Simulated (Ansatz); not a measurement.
Cd$_{48}$Se$_{48}$H: several calculations on one system

Part 1: Relaxation

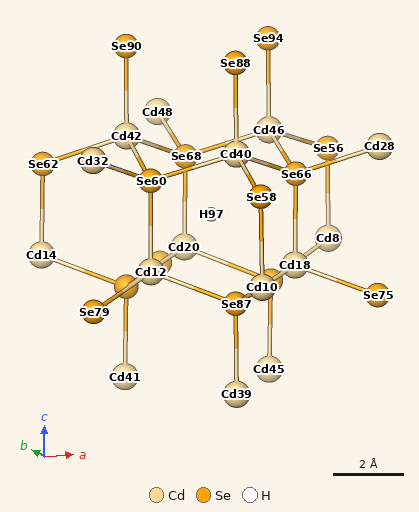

Starting structure of a defect cell of composition Cd48Se48H (cell charge −1). A ball-and-stick model of the atoms within 5.8 Å of the atom that moves most (axes of the cell of the calculation (origin shifted)), seen slightly off an axis.

Level of theory: DFT, PBEsol, PAW, plane waves in Ansatz 0.2.0.

Set-up: plane-wave cutoff 420 eV; k-point mesh 1 × 1 × 1; mesh shifted by (0.25, 0.25, 0.25); no spin polarisation; atoms relaxed in a fixed cell; force threshold 0.03 eV/Å; at most 80 steps.

```
CELL_PARAMETERS angstrom
12.90667 0.00000 0.00000
0.00000 14.90334 0.00000
0.00000 0.00000 14.04153
ATOMIC_POSITIONS crystal
Cd 0.00021 0.16457 0.00163
Cd 0.00128 0.16532 0.49991
Cd 0.33459 0.16545 0.99942
Cd 0.33197 0.16913 0.49922
Cd 0.16708 0.41495 0.99953
Cd 0.16547 0.41876 0.50225
Cd 0.00159 0.66615 0.99955
Cd 0.00042 0.66628 0.50214
Cd 0.66889 0.16573 0.00142
Cd 0.66822 0.16559 0.50043
Cd 0.50245 0.41791 0.99870
Cd 0.49906 0.41803 0.49757
Cd 0.33162 0.66743 0.00122
Cd 0.33320 0.66661 0.49792
Cd 0.16484 0.91798 0.00157
Cd 0.16919 0.91846 0.50100
Cd 0.83413 0.41496 0.00117
Cd 0.83347 0.41596 0.49665
Cd 0.66381 0.66755 0.99816
Cd 0.66596 0.66791 0.49922
Cd 0.50049 0.91671 0.00233
Cd 0.49914 0.91566 0.49895
Cd 0.83394 0.91605 0.00413
Cd 0.83364 0.91670 0.49959
Cd 0.16645 0.08319 0.25057
Cd 0.16809 0.08196 0.74978
Cd 0.99911 0.33176 0.24853
Cd 0.00111 0.33358 0.74881
Cd 0.50140 0.08055 0.24845
Cd 0.50047 0.08317 0.74914
Cd 0.33201 0.33354 0.25053
Cd 0.33397 0.33332 0.74993
Cd 0.16577 0.58303 0.24941
Cd 0.16734 0.58298 0.74818
Cd 0.99866 0.83279 0.24948
Cd 0.00202 0.83335 0.75096
Cd 0.83332 0.08217 0.24738
Cd 0.83437 0.08596 0.74976
Cd 0.66809 0.33290 0.25033
Cd 0.66753 0.33301 0.74809
Cd 0.49859 0.58622 0.25183
Cd 0.50116 0.58290 0.75101
Cd 0.33266 0.83481 0.24980
Cd 0.33214 0.83498 0.74852
Cd 0.83306 0.58264 0.25269
Cd 0.83255 0.58260 0.74864
Cd 0.66792 0.83292 0.24868
Cd 0.66368 0.83609 0.75112
Se 0.00033 0.16655 0.18876
Se 0.99907 0.16772 0.68647
Se 0.33478 0.16794 0.18666
Se 0.33510 0.16925 0.68924
Se 0.16744 0.41761 0.18766
Se 0.16573 0.41717 0.69007
Se 0.99940 0.66834 0.18769
Se 0.99844 0.66563 0.68936
Se 0.66419 0.16987 0.18608
Se 0.66455 0.16646 0.68825
Se 0.49941 0.41622 0.18698
Se 0.49780 0.41716 0.68629
Se 0.33404 0.66828 0.18741
Se 0.33575 0.66645 0.68622
Se 0.16497 0.91703 0.18836
Se 0.16701 0.91603 0.68993
Se 0.83272 0.41549 0.18460
Se 0.83547 0.41598 0.68588
Se 0.66618 0.66670 0.18789
Se 0.66746 0.66443 0.68717
Se 0.49940 0.91669 0.18844
Se 0.50197 0.91840 0.68733
Se 0.83410 0.91763 0.18838
Se 0.83407 0.91650 0.68718
Se 0.16716 0.08415 0.43737
Se 0.16819 0.08449 0.93802
Se 0.99676 0.33404 0.44084
Se 0.00037 0.33303 0.93484
Se 0.50075 0.08233 0.44064
Se 0.49786 0.08292 0.93540
Se 0.33493 0.33238 0.43647
Se 0.33528 0.33451 0.94145
Se 0.16656 0.58197 0.43929
Se 0.16768 0.58206 0.93990
Se 0.99984 0.83190 0.43676
Se 0.00239 0.83452 0.93818
Se 0.83182 0.08470 0.43686
Se 0.83475 0.08302 0.93939
Se 0.66523 0.33146 0.43841
Se 0.66534 0.33355 0.93709
Se 0.50091 0.58441 0.43826
Se 0.49965 0.58167 0.93755
Se 0.33270 0.83386 0.43753
Se 0.33381 0.83226 0.94020
Se 0.83688 0.58277 0.43588
Se 0.83076 0.58428 0.93796
Se 0.66845 0.83415 0.43769
Se 0.66711 0.83411 0.93660
H 0.66791 0.49938 0.59515
```

> Predict the outcome.

After 6 geometry steps the energy has fallen by 1.310 eV per cell of the calculation. Largest force component: 0.67 eV/Å at the start, 0.015 eV/Å at the end. The largest move is that of H97, 0.68 Å along −c. By element the largest moves are H 0.68 Å, Cd 0.50 Å, Se 0.26 Å. The cell doesn't change. Among the contacts that change: Cd12–H97 2.845 → 2.076 Å, Cd20–H97 2.850 → 2.107 Å, Cd18–H97 2.833 → 2.165 Å, Cd18–Se75 2.559 → 2.833 Å. New bonds form: Cd12–H97 (2.85 → 2.08 Å), Cd20–H97 (2.85 → 2.11 Å). Among the angles between lasting bonds that change: Cd12–Se89–Cd20 110.8° → 82.5°, Cd12–Se87–Cd18 109.8° → 84.1°, Cd18–Se93–Cd20 108.9° → 84.7°. The run took 26 s on 1 × NVIDIA GB300 Max-Q with 8 threads of Arm Neoverse-V2, peak memory 2.9 GiB.

The end point in the same view:

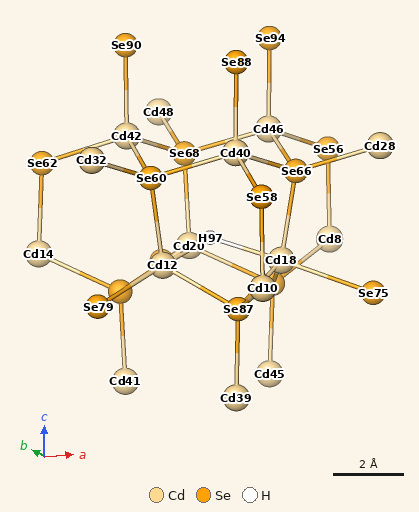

Limits of the set-up: the cell is charged, on a uniform background, and energies carry no finite-size correction.

Part 2: Relaxation

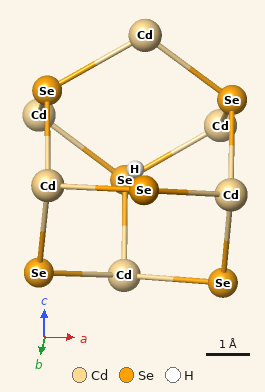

Starting structure of a defect cell of composition Cd₄₈Se₄₈H. Style: ball-and-stick. Shown: the atoms within 4.2 Å of the atom that moves most (axes of the cell of the calculation (origin shifted)), from a free direction.

All numbers below come from DFT, PBEsol, PAW, plane waves (Ansatz 0.2.0).

Set-up: plane-wave cutoff 420 eV; k-point mesh 1 × 1 × 1; mesh shifted by (0.25, 0.25, 0.25); collinear spin; atoms relaxed in a fixed cell; force threshold 0.03 eV/Å; at most 80 steps.

```xyz
97
Lattice="12.9067 0.0000 0.0000 0.0000 14.9033 0.0000 0.0000 0.0000 14.0415" Properties=species:S:1:pos:R:3 pbc="T T T"
Cd    0.0027    2.4527    0.0229
Cd    0.0166    2.4639    7.0195
Cd    4.3185    2.4658   14.0334
Cd    4.2847    2.5206    7.0098
Cd    2.1565    6.1842   14.0349
Cd    2.1357    6.2409    7.0524
Cd    0.0205    9.9279   14.0352
Cd    0.0054    9.9298    7.0508
Cd    8.6332    2.4699    0.0199
Cd    8.6245    2.4679    7.0267
Cd    6.4849    6.2283   14.0233
Cd    6.4413    6.2300    6.9867
Cd    4.2801    9.9469    0.0171
Cd    4.3005    9.9348    6.9916
Cd    2.1276   13.6809    0.0220
Cd    2.1836   13.6881    7.0348
Cd   10.7659    6.1843    0.0165
Cd   10.7574    6.1992    6.9738
Cd    8.5675    9.9487   14.0157
Cd    8.5953    9.9541    7.0098
Cd    6.4596   13.6620    0.0328
Cd    6.4422   13.6464    7.0061
Cd   10.7634   13.6522    0.0579
Cd   10.7595   13.6618    7.0150
Cd    2.1484    1.2398    3.5184
Cd    2.1695    1.2215   10.5280
Cd   12.8951    4.9443    3.4897
Cd    0.0143    4.9714   10.5144
Cd    6.4714    1.2005    3.4886
Cd    6.4593    1.2395   10.5190
Cd    4.2852    4.9709    3.5179
Cd    4.3104    4.9676   10.5302
Cd    2.1396    8.6891    3.5021
Cd    2.1598    8.6883   10.5056
Cd   12.8893   12.4114    3.5031
Cd    0.0261   12.4197   10.5447
Cd   10.7555    1.2246    3.4736
Cd   10.7690    1.2810   10.5278
Cd    8.6228    4.9613    3.5151
Cd    8.6157    4.9630   10.5043
Cd    6.4352    8.7367    3.5360
Cd    6.4682    8.6871   10.5453
Cd    4.2936   12.4414    3.5076
Cd    4.2869   12.4440   10.5103
Cd   10.7520    8.6832    3.5482
Cd   10.7454    8.6827   10.5120
Cd    8.6206   12.4132    3.4918
Cd    8.5659   12.4605   10.5469
Se    0.0043    2.4821    2.6505
Se   12.8946    2.4996    9.6391
Se    4.3209    2.5028    2.6210
Se    4.3250    2.5223    9.6779
Se    2.1611    6.2238    2.6350
Se    2.1391    6.2173    9.6896
Se   12.8990    9.9604    2.6355
Se   12.8866    9.9201    9.6797
Se    8.5725    2.5316    2.6128
Se    8.5772    2.4808    9.6641
Se    6.4457    6.2031    2.6254
Se    6.4250    6.2170    9.6366
Se    4.3114    9.9596    2.6316
Se    4.3334    9.9323    9.6356
Se    2.1292   13.6668    2.6449
Se    2.1556   13.6520    9.6876
Se   10.7476    6.1922    2.5920
Se   10.7832    6.1996    9.6307
Se    8.5982    9.9361    2.6382
Se    8.6147    9.9023    9.6490
Se    6.4456   13.6618    2.6459
Se    6.4787   13.6872    9.6512
Se   10.7654   13.6758    2.6452
Se   10.7651   13.6589    9.6491
Se    2.1574    1.2541    6.1413
Se    2.1708    1.2591   13.1712
Se   12.8649    4.9784    6.1900
Se    0.0047    4.9632   13.1266
Se    6.4630    1.2269    6.1873
Se    6.4257    1.2358   13.1345
Se    4.3229    4.9536    6.1287
Se    4.3274    4.9853   13.2194
Se    2.1497    8.6732    6.1682
Se    2.1642    8.6747   13.1976
Se   12.9046   12.3980    6.1328
Se    0.0308   12.4371   13.1734
Se   10.7361    1.2623    6.1342
Se   10.7738    1.2373   13.1905
Se    8.5860    4.9398    6.1560
Se    8.5874    4.9710   13.1582
Se    6.4651    8.7097    6.1539
Se    6.4488    8.6688   13.1646
Se    4.2940   12.4273    6.1436
Se    4.3084   12.4035   13.2018
Se   10.8013    8.6853    6.1205
Se   10.7224    8.7077   13.1704
Se    8.6275   12.4315    6.1458
Se    8.6102   12.4311   13.1513
H     8.6205    7.4424    8.3568
```

> Where does the relaxation end?

The atom that moves furthest is H97 (1.04 Å along [−2 1 −3]). By element the largest moves are H 1.04 Å, Se 0.24 Å, Cd 0.24 Å. The lattice vectors keep their values. Among the contacts that change: Cd12–H97 2.845 → 2.056 Å, Cd20–H97 2.850 → 2.103 Å, Cd12–Se89 2.616 → 2.675 Å, Cd20–Se89 2.611 → 2.664 Å. New bonds form: Cd12–H97 (2.85 → 2.06 Å), Cd20–H97 (2.85 → 2.10 Å). After 12 geometry steps the energy has fallen by 0.490 eV per cell of the calculation. Largest force component: 0.46 eV/Å at the start, 0.011 eV/Å at the end. The run took 92 s on 1 × NVIDIA GB300 Max-Q with 8 threads of Arm Neoverse-V2, peak memory 3.4 GiB.

Step by step:

```
step  E − E(0), meV/atom  largest force component, eV/Å
   0                0.00                         0.4559
   1               -2.85                         0.2471
   2               -3.98                         0.0624
   3               -4.20                         0.0750
   4               -4.42                         0.0751
   5               -4.61                         0.0495
   6               -4.74                         0.0413
   7               -4.83                         0.0402
   8               -4.90                         0.0482
   9               -4.99                         0.0353
  10               -5.01                         0.0848
  11               -5.05                         0.0109
  12               -5.05                         0.0109
```

The end point in the same view:

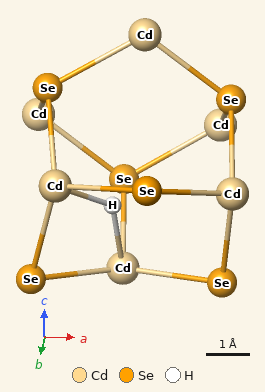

Part 3: Defect

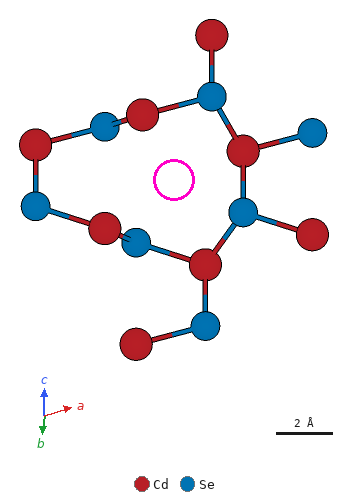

Perfect CdSe. A ball-and-stick model of the atoms within 6.0 Å of one point, in a slice 4.2 Å thick across the line of sight, seen from a free direction.

These are results of Ansatz 0.2.0, DFT, PBEsol, PAW, plane waves, not measurements. Settings: plane-wave cutoff 420 eV; k-point mesh 1 × 1 × 1; mesh shifted by (0.25, 0.25, 0.25); no spin polarisation. Fermi-Dirac smearing of 0.01 eV. A uniform background neutralises the charged cell. The axes drawn are those of the host's conventional cell.

An extra hydrogen atom is put between the host's atoms (an interstitial) at the ringed place, in charge state +1. The supercell has 96 sites, and the atoms are relaxed at the host's cell.

How do the neighbours respond?

The H atom starts with 6 Se at 2.81 to 3.32 Å, 6 Cd at 2.81 to 3.31 Å around its place and ends with 1 Se at 1.49 Å. Of the host's atoms, a cadmium atom moves furthest from its site, by 0.63 Å. The H atom itself moves 0.99 Å from where it was put.

The relaxed defect, seen from the same direction:

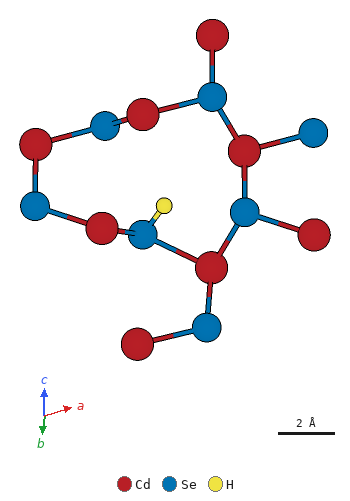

Limits of the set-up: the cell is charged, on a uniform background, and energies carry no finite-size correction.
